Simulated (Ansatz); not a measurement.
**Run report: Ir, geometry relaxation**

- system: Ir (slab, 2 atoms in the cell)
- method: DFT, PBE, all-electron LAPW, scalar-relativistic, no spin polarisation (Ansatz 0.2.0)

It belongs to a series of runs on one base structure; here: atoms relaxed, LAPW. Figures and captions count atoms from 1; the log counts them from 0 in places.

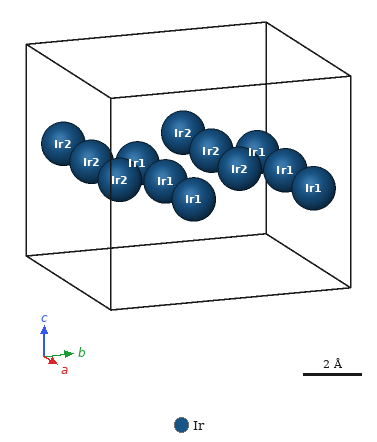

Fig. 1: The starting structure (spheres-only view of the 3 × 2 repeat of the cell, with the vacuum cut short, seen slightly off an axis; atoms are numbered from 1 in the order of the input). An atom can appear more than once, as a periodic image.

### Summary

```csv
quantity,value
outcome,converged
electrons in bands (core shells apart),82
free energy,−970048.5599 eV
Fermi energy,−0.915 eV
final volume,205.54 Å³
largest force (length of the vector) at the end,0.001 eV/Å
hardware,"1 thread of Arm Neoverse V1, 24 GiB of memory available, shared host"
wall time,4.1 min
peak memory,1.5 GiB
```

Spin–orbit coupling is left out, which matters for Ir.

### The input
```yaml
crystal:
  lattice:
    - [2.748275214, 0.0, 0.0]
    - [0.0, 4.4533730514, 0.0]
    - [0.0, 0.0, 16.7934]
  atoms:
    - { symbol: Ir, position: [0.75, 0.75, 0.4827572996] }
    - { symbol: Ir, position: [0.25, 0.25, 0.5172427004] }
kpoints:
  mp_grid: { grid: [13, 8, 1] }
scf:
  occupations: { method: fermi_dirac, width: 0.05 }
hamiltonian:
  xc: pbe
  pseudopotentials: { kind: all_electron, lapw: { basis_error: 0.001 } }
output:
  forces: true
  stress: true
  eigenvalues: true
relax:
  f_tol: 0.01
  max_steps: 12
efield:
  axis: 3
  amplitude: 0
  dipole_correction: true
```

Run as:
```bash
ansatz run input.yaml --threads 1 --pin off --max-ram 3584MiB --backend cpu --events-out ev --progress --plain --runs-dir out
```

### Output
```
The last accepted step is kept in [file] (removed where the run ends without a failure and the disk answers)
LAPW: plane waves up to 9.090 Å⁻¹, error target 1.0e-3 eV per atom; small_component_spin mean_spin; Ir in spheres of 1.300 Å, 41 of its electrons in bands, Dirac shells [] (how accurate: hamiltonian.pseudopotentials.lapw.basis_error, Limitations)
Engine: ansatz 0.2.0, aarch64-unknown-linux-gnu
Pseudopotentials: kind: all_electron
Pseudopotential: Ir, LAPW, valence charge 41, lapw/all_electron/scalar/gaussian/Ir, Koelling and Harmon's equation, gaussian nucleus
Functional definition: PBE
  parameter kappa = 0.804
  parameter beta = 0.06672455060314922
  exchange = pbe_x(kappa = kappa, mu = beta*pi^2/3)
  correlation = pbe_c(beta = beta)
Crystal: 2 atoms, lattice volume = 205.536 Å³
Basis set: ecut = 314.7849317543823 eV, 2611 PW (Γ), exchange–correlation at level 2
Bands: 50, of which v1, the nominal top of the filled ones, is band 41 counted from 1 (40 counted from 0)
Symmetry: 4 space group operations
k-points: 35 of 104
Non-local potential: Ir, projectors of the file, none
Initial density: superposition of atomic densities (neutral atoms: chi_scale 0, normalization atom)
Initial wavefunctions: plane waves of lowest kinetic energy (no species holds an atomic orbital)
Functional: x = pbe(κ = 0.804, μ = 0.2195149727645171), c = pbe(β = 0.06672455060314922)
iter 1 solved again at ethr=4.92e-4 eV; its pass at ethr=1.00e-1 eV (dr2=4.03e-1 eV) is discarded
SCF iter   1: F=—  HF=-970048.747884 eV  |F-HF|=—  |Δ(HF+E_count)|=         —  Δρ=1.25e-2  dr2=4.03e-1  ethr=4.92e-4  p=-0.000 e·Å  D=-1.08e-14 V/Å  ΔV_dip=0.00 eV  dr2_dipole=1.41e-14  V_vac-E_F(+/−)=6.91/6.91 eV  ⟨swp⟩=2.1  Hψ=10848  notcnv=0
efield: sawtooth ramp at fractional position 0.9500 (placed from the atoms, in the widest stretch of the axis that holds none; the zero of the levels goes with the place), width 0.1000; the density the first Hamiltonian is built on has a dipole p = -0.000 e·Å; the dipole correction subtracts the counter field D = -4.12e-14 V/Å, which shifts the + side's vacuum level by +0.00 eV against the − side's; the planar-averaged density in the ramp window peaks in size at 6.0e-8 e/Å³
preconditioner: auto → LDOS  [metal: Δε(μ)=0.019 eV  Ē_g=8.469 eV  σ=0.050 eV  W_gap=0.09  n_scr=36 (ndim 8)  ℏωp=11.0 eV  f_vac=0.764  D(μ)=3.80/eV (n_scr^D=22)  β→1.0]
SCF iter   2: F=—  HF=-970048.603680 eV  |F-HF|=—  |Δ(HF+E_count)|=   1.44e-1  Δρ=5.14e-3  dr2=6.29e-2  ethr=4.92e-4  p=-0.000 e·Å  D=-1.66e-5 V/Å  ΔV_dip=0.00 eV  dr2_dipole=9.91e-9  V_vac-E_F(+/−)=6.19/6.19 eV  ⟨swp⟩=3.1  Hψ=5790  notcnv=0
iter 3 solved again at ethr=4.51e-6 eV; its pass at ethr=7.67e-5 eV (dr2=3.70e-3 eV) is discarded
SCF iter   3: F=—  HF=-970048.564155 eV  |F-HF|=—  |Δ(HF+E_count)|=   3.95e-2  Δρ=1.27e-3  dr2=3.69e-3  ethr=4.51e-6  p=0.000 e·Å  D=1.78e-6 V/Å  ΔV_dip=-0.00 eV  dr2_dipole=9.90e-10  V_vac-E_F(+/−)=6.16/6.16 eV  ⟨swp⟩=2.0  Hψ=9229  notcnv=0
SCF iter   4: F=—  HF=-970048.560076 eV  |F-HF|=—  |Δ(HF+E_count)|=         —  Δρ=4.71e-4  dr2=4.79e-4  ethr=4.50e-6  p=-0.000 e·Å  D=-1.89e-6 V/Å  ΔV_dip=0.00 eV  dr2_dipole=3.51e-11  V_vac-E_F(+/−)=6.12/6.12 eV  ⟨swp⟩=3.0  Hψ=5251  notcnv=0
the basis was enlarged: its passes take 666.0 KiB over the memory plan, 1 of 1 planned eigensolver slots
SCF iter   5: F=—  HF=-970048.559839 eV  |F-HF|=—  |Δ(HF+E_count)|=   2.37e-4  Δρ=1.67e-4  dr2=4.66e-5  ethr=5.84e-7  p=-0.000 e·Å  D=-6.73e-7 V/Å  ΔV_dip=0.00 eV  dr2_dipole=2.34e-14  V_vac-E_F(+/−)=6.10/6.10 eV  ⟨swp⟩=3.0  Hψ=5177  notcnv=0
SCF iter   6: F=—  HF=-970048.559911 eV  |F-HF|=—  |Δ(HF+E_count)|=   7.14e-5  Δρ=3.89e-5  dr2=6.38e-6  ethr=5.69e-8  p=-0.000 e·Å  D=-1.58e-7 V/Å  ΔV_dip=0.00 eV  dr2_dipole=7.61e-13  V_vac-E_F(+/−)=6.09/6.09 eV  ⟨swp⟩=3.0  Hψ=5389  notcnv=0
iter 7 did not close the SCF: its close was put off until two iterations running show no level that it waits for move by more than its bar (scf_convergence_deferred on its scf_iter line)
SCF iter   7: F=-970048.559917 eV  HF=-970048.559916 eV  |F-HF|=9.55e-7  |Δ(HF+E_count)|=   5.38e-6  Δρ=1.39e-5  dr2=3.65e-7  ethr=7.78e-9  p=-0.000 e·Å  D=-8.44e-8 V/Å  ΔV_dip=0.00 eV  dr2_dipole=2.48e-16  V_vac-E_F(+/−)=6.08/6.08 eV  ⟨swp⟩=3.0  Hψ=5355  notcnv=0
iter 8 did not close the SCF: its close was put off until two iterations running show no level that it waits for move by more than its bar (scf_convergence_deferred on its scf_iter line)
SCF iter   8: F=-970048.559917 eV  HF=-970048.559917 eV  |F-HF|=4.16e-8  |Δ(HF+E_count)|=   1.04e-6  Δρ=3.68e-6  dr2=4.12e-8  ethr=4.45e-10  p=0.000 e·Å  D=8.04e-9 V/Å  ΔV_dip=-0.00 eV  dr2_dipole=6.35e-14  V_vac-E_F(+/−)=6.08/6.08 eV  ⟨swp⟩=3.0  Hψ=5352  notcnv=0
iter 9 did not close the SCF: its close was put off until two iterations running show no level that it waits for move by more than its bar (scf_convergence_deferred on its scf_iter line)
SCF iter   9: F=-970048.559917 eV  HF=-970048.559917 eV  |F-HF|=1.75e-8  |Δ(HF+E_count)|=   4.77e-8  Δρ=8.96e-7  dr2=1.05e-9  ethr=5.03e-11  p=-0.000 e·Å  D=-8.78e-9 V/Å  ΔV_dip=0.00 eV  dr2_dipole=4.50e-15  V_vac-E_F(+/−)=6.08/6.08 eV  ⟨swp⟩=3.0  Hψ=5377  notcnv=0
SCF iter  10: F=-970048.559917 eV  HF=-970048.559917 eV  |F-HF|=3.14e-9  |Δ(HF+E_count)|=   1.34e-8  Δρ=2.57e-7  dr2=8.52e-11  ethr=9.32e-12 (applied; sched 1.28e-12)  p=0.000 e·Å  D=6.97e-9 V/Å  ΔV_dip=-0.00 eV  dr2_dipole=4.02e-15  V_vac-E_F(+/−)=6.08/6.08 eV  ⟨swp⟩=2.6  Hψ=5066  notcnv=0
SCF 1 converged in 10 iterations: F = -970048.559917 eV  dr2 = 8.52e-11
relax step   1: F+E_penalty+E_count = -970048.55991720 eV  Δ(F+E_penalty+E_count) = +0.000e0 eV  max|allowed force component| = 9.321e-4 eV/Å  Δτ_max = 0.0000 Å  (10 SCF iters, dr2 threshold 2.50e-6 eV, accepted)
Initial density: handed on by an earlier stage of this run
Initial wavefunctions: those handed on with the density
iter 1 solved again at ethr=1.00e-12 eV; its pass at ethr=1.00e-1 eV (dr2=8.77e-11 eV) is discarded
SCF iter   1: F=—  HF=-970048.559917 eV  |F-HF|=—  |Δ(HF+E_count)|=         —  Δρ=2.55e-7  dr2=8.84e-11  ethr=6.53e-12 (applied; sched 1.00e-12)  p=0.000 e·Å  D=6.97e-9 V/Å  ΔV_dip=-0.00 eV  dr2_dipole=4.10e-15  V_vac-E_F(+/−)=6.08/6.08 eV  ⟨swp⟩=2.0  Hψ=7138  notcnv=0
efield: sawtooth ramp at fractional position 0.9500 (handed on by an earlier solve), width 0.1000; the density the first Hamiltonian is built on has a dipole p = 0.000 e·Å; the dipole correction subtracts the counter field D = 6.97e-9 V/Å, which shifts the + side's vacuum level by -0.00 eV against the − side's; the planar-averaged density in the ramp window peaks in size at 1.9e-8 e/Å³
preconditioner: auto → LDOS  [metal: Δε(μ)=0.027 eV  Ē_g=8.153 eV  σ=0.050 eV  W_gap=0.14  n_scr=36 (ndim 8)  ℏωp=11.0 eV  f_vac=0.770  D(μ)=4.03/eV (n_scr^D=24)  β→1.0]
SCF iter   2: F=-970048.559917 eV  HF=-970048.559917 eV  |F-HF|=4.66e-10  |Δ(HF+E_count)|=   1.33e-8  Δρ=6.10e-8  dr2=5.73e-12  ethr=9.19e-12 (applied; sched 1.00e-12)  p=-0.000 e·Å  D=-7.56e-9 V/Å  ΔV_dip=0.00 eV  dr2_dipole=6.19e-15  V_vac-E_F(+/−)=6.08/6.08 eV  ⟨swp⟩=2.0  Hψ=5038  notcnv=0
SCF 2 converged in 2 iterations: F = -970048.559917 eV  dr2 = 5.73e-12
relax step   2: F+E_penalty+E_count = -970048.55991720 eV  Δ(F+E_penalty+E_count) = -1.513e-9 eV  max|allowed force component| = 9.356e-4 eV/Å  Δτ_max = 0.0000 Å  (2 SCF iters, accepted)
```

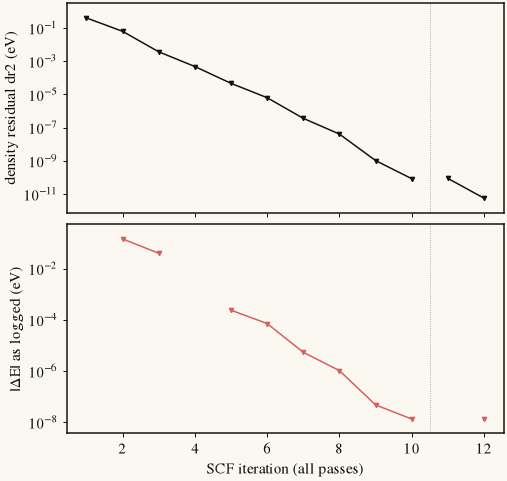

Fig. 2: Convergence of the self-consistent field: density residual dr2 and size of the energy change against the SCF iteration. The dotted lines part the SCF passes of the relaxation: geometry steps, rejected trials and re-solves on a re-selected basis. The passes take 10 and 2 iterations.

```
SCF converged after 2 iterations
Free energy (F): -970048.559917 eV
Harris-Foulkes:  -970048.559917 eV  (|F-HF|=4.66e-10)
Internal energy: -970048.526340 eV  (E = F + TS)
E sigma→0 (E₀):  -970048.543128 eV
Entropy (-TS):   -0.033577 eV (-16.789 meV/atom)
Fermi energy:    -0.915445 eV
Dipole field:    D = -0.000000 V/Å  (p = -0.000000 e·Å, saw-weighted, corrected)
Work function:   Φ+ = 6.0832 eV   Φ− = 6.0832 eV
Levels:          The Fermi level and band energies are counted from a zero that moves with the ramp; work functions are not
--- Per-component energies (eV) ---
  E_band       = -8330.914181
  E_kinetic    = 1097630.023077
  E_xc         = -18942.675417
  E_efield     = 0.000000  (sawtooth field / dipole correction)
  E_electrostatic = -2048735.873999  (all electrons and nuclei)
  E_smearing   = -0.033577  (= −TS)
  E_closure    = 0.000000  (closes the sum)
  E_atoms      = -970033.486421  (free atoms, spherical and without spin; not in F)
  Σ components = -970048.559917   (vs F -970048.559917, Δ=0.00e0)
  Basis errors (estimates in eV, not in F): energy 4.6e-4 per atom: plane waves 4.2e-4 (2.6e-4 summed), levels above the bands 2.6e-76, relativity 9.5e-8, radial functions 4.2e-5, core shells 1.4e-6; eigenvalues (radial functions only) 3.3e-7; not estimated: angular momenta, meshes, grids; target (lapw.basis_error) 1.0e-3; muffin-tin radii Ir 1.300 Å
--- Forces (eV/Å), atoms counted from 1 ---
  atom   1  Ir     0.00000000     0.00000000    -0.00093569
  atom   2  Ir     0.00000000     0.00000000     0.00093543
  max |Σ_I F_I| component: 2.64e-7 eV/Å
--- Stress (GPa, compression-positive) ---
       -7.149426       0.000000       0.000000
        0.000000      -7.399367       0.000000
        0.000000       0.000000       0.000735
  P = ⅓ Tr σ = -4.8494 GPa (-48.494 kbar)
--- Band table (eV; the first three rows and the last of 35) ---
  k-point 0: bands = ["-285.5105", "-285.5105", "-285.5069", "-285.5069", "-285.4461", "-285.4461", "-285.4000", "-285.4000", "-285.3404", "-285.3404", "-92.7002", "-92.6480", "-57.2025", "-57.2019", "-57.1968", "-57.1934", "-57.1302", "-57.1301", "-57.1282", "-57.1278", "-57.0620", "-57.0601", "-57.0152", "-57.0150", "-56.9991", "-56.9990", "-50.0294", "-49.5344", "-49.4206", "-49.3580", "-49.1721", "-49.1306", "-7.9202", "-6.3912", "-3.6211", "-3.3958", "-2.8770", "-2.5010", "-2.0181", "-1.4927", "-0.9758", "-0.4390", "0.3875", "1.1126", "2.8712", "4.6872", "5.3877", "5.7575", "7.3618", "7.7728"]
  k-point 1: bands = ["-285.5105", "-285.5105", "-285.5069", "-285.5069", "-285.4461", "-285.4461", "-285.4000", "-285.4000", "-285.3404", "-285.3404", "-92.6983", "-92.6500", "-57.2023", "-57.2016", "-57.1970", "-57.1937", "-57.1302", "-57.1301", "-57.1282", "-57.1278", "-57.0619", "-57.0602", "-57.0152", "-57.0150", "-56.9991", "-56.9990", "-50.0083", "-49.5278", "-49.4485", "-49.3648", "-49.1690", "-49.1281", "-7.7676", "-6.3261", "-3.6312", "-3.2871", "-2.9679", "-2.5090", "-2.3795", "-1.2694", "-0.9287", "-0.5292", "0.6840", "0.9528", "2.0029", "4.7859", "5.5314", "5.8499", "7.3769", "7.7372"]
  k-point 2: bands = ["-285.5105", "-285.5105", "-285.5069", "-285.5069", "-285.4461", "-285.4461", "-285.4000", "-285.4000", "-285.3404", "-285.3404", "-92.6926", "-92.6556", "-57.2017", "-57.2007", "-57.1976", "-57.1947", "-57.1302", "-57.1301", "-57.1281", "-57.1278", "-57.0617", "-57.0604", "-57.0152", "-57.0150", "-56.9990", "-56.9990", "-49.9476", "-49.5231", "-49.5089", "-49.3842", "-49.1606", "-49.1253", "-7.3369", "-6.1601", "-3.6367", "-3.2045", "-3.1897", "-2.9713", "-2.0471", "-1.3205", "-0.8090", "-0.7902", "0.5309", "0.5604", "1.4725", "5.0365", "5.9039", "5.9619", "6.5692", "8.1290"]
  k-point 34: bands = ["-285.5105", "-285.5105", "-285.5069", "-285.5069", "-285.4461", "-285.4461", "-285.4000", "-285.4000", "-285.3404", "-285.3404", "-92.6559", "-92.6559", "-57.2008", "-57.2008", "-57.1974", "-57.1974", "-57.1292", "-57.1292", "-57.1284", "-57.1284", "-57.0607", "-57.0607", "-57.0182", "-57.0182", "-56.9975", "-56.9975", "-49.9663", "-49.9663", "-49.5245", "-49.5245", "-49.1175", "-49.1175", "-6.1439", "-6.1439", "-3.8614", "-3.8614", "-1.8016", "-1.8016", "-1.3249", "-1.3249", "0.5704", "0.5704", "1.9237", "1.9237", "6.2136", "6.2136", "7.9429", "7.9429", "10.5588", "10.5588"]
--- Relaxed structure (2 steps of the walk, 2 accepted, 0 SCFs on fresh bases) ---
  F+E_penalty+E_count = -970048.55991720 eV   max|allowed force component| = 9.356e-4 eV/Å
  atoms:
    - { symbol: Ir, position: [0.7500000000000001, 0.7500000000000001, 0.4827572996] }
    - { symbol: Ir, position: [0.25, 0.25, 0.5172427004] }
```

### Trajectory as extended XYZ (Å, eV, eV/Å), 2 frames, from step=1 to step=2
```
2
Lattice="2.7483 0.0000 0.0000 0.0000 4.4534 0.0000 0.0000 0.0000 16.7934" Properties=species:S:1:pos:R:3:forces:R:3 step=1 energy=-970048.55992
Ir    2.0612    3.3400    8.1071    0.0000   0.0000  -0.0009
Ir    0.6871    1.1133    8.6863    0.0000   0.0000   0.0009
2
Lattice="2.7483 0.0000 0.0000 0.0000 4.4534 0.0000 0.0000 0.0000 16.7934" Properties=species:S:1:pos:R:3:forces:R:3 step=2 energy=-970048.55992
Ir    2.0612    3.3400    8.1071    0.0000   0.0000  -0.0009
Ir    0.6871    1.1133    8.6863    0.0000   0.0000   0.0009
```
